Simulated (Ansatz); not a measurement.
**Si2Mo: density, localisation and related maps**

```
CELL_PARAMETERS angstrom
4.59143 0.00000 0.00000
-2.29572 3.97630 0.00000
0.00000 0.00000 6.56011
ATOMIC_POSITIONS crystal
Mo 0.50000 0.50000 0.83333
Mo 0.00000 0.50000 0.16667
Mo 0.50000 0.00000 0.50000
Si 0.16385 0.32769 0.50000
Si 0.67231 0.83615 0.16667
Si 0.83615 0.16385 0.83333
Si 0.83615 0.67231 0.50000
Si 0.32769 0.16385 0.16667
Si 0.16385 0.83615 0.83333
```

Space group P6₂22; a structure from a database of computed crystals, not necessarily the ambient phase.

The calculation used Kohn-Sham DFT of a periodic cell, BLYP with D4, Ansatz PAW in Ansatz.

In a PAW calculation such maps are meaningful between the atoms, not at the nuclei.

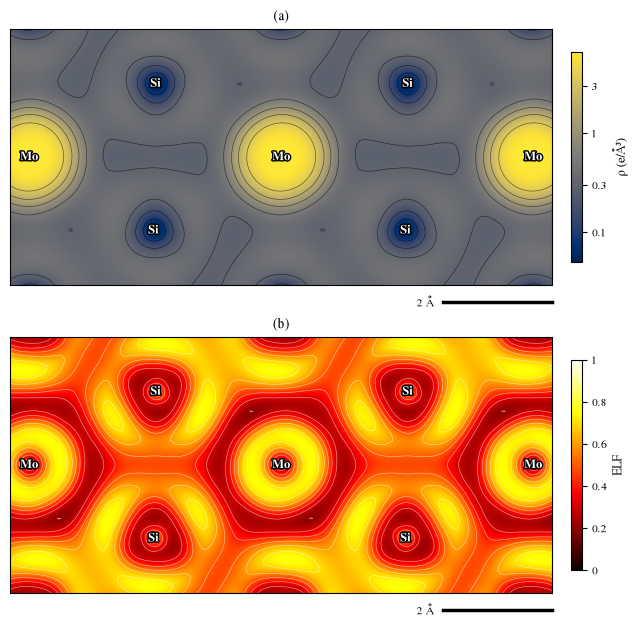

Figure 1. (a) valence charge density (pseudo); (b) electron localisation function on the (001) plane of the conventional cell.

**Read the bonding off the picture.**

Atoms in the plane: Mo and Si.
Si–Mo (2.64 Å): ρ is about 0.39 e/Å³ halfway; the ELF peaks at about 0.75 in the valence shell of Si, 0.9 Å from its nucleus, and is about 0.40 at the midpoint.
Si–Si (2.67 Å): ρ at the midpoint is about 0.29 e/Å³; the ELF peaks at about 0.55 in the valence shell of Si, 0.9 Å from its nucleus, and is about 0.45 at the midpoint.
Between the atoms the lowest density in this plane is 0.28 e/Å³.
The features right at Mo lie inside the PAW spheres, where the map follows smoothed inner orbitals and isn't to be read closely.

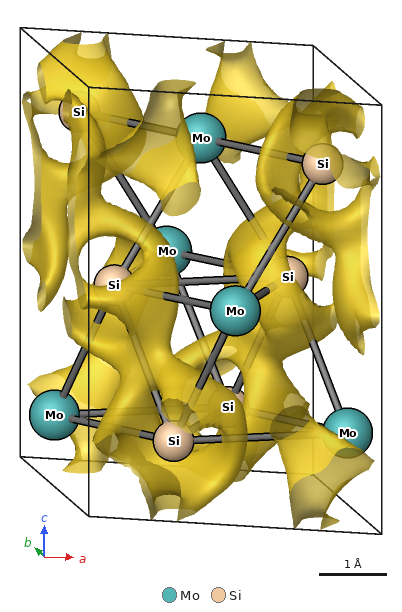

Figure 2. Isosurface of the electron localisation function at 0.65 (yellow), seen slightly off an axis. Only the valence region is drawn (cores and ρ < 0.01 e/Å³ removed). Sticks mark near contacts.

**Identify the bonds, lone pairs and shells in this picture.**

At this value the surface marks out channels that run through the cell in one direction, counted in one cell of 9 atoms. Regions shared between cells count once. Profiles from the grid: Si–Si (2.55 Å): the ELF peaks at about 0.70 between the atoms. Si–Mo (2.56 Å): the ELF peaks at about 0.75 in the valence shell of Si, 0.9 Å from its nucleus, and is about 0.40 at the midpoint.

**Does the calculation give a band gap?**

It is gapped, with a Kohn–Sham gap of 0.27 eV on the k-point mesh (the band edges may lie off the mesh, which would make the gap smaller).
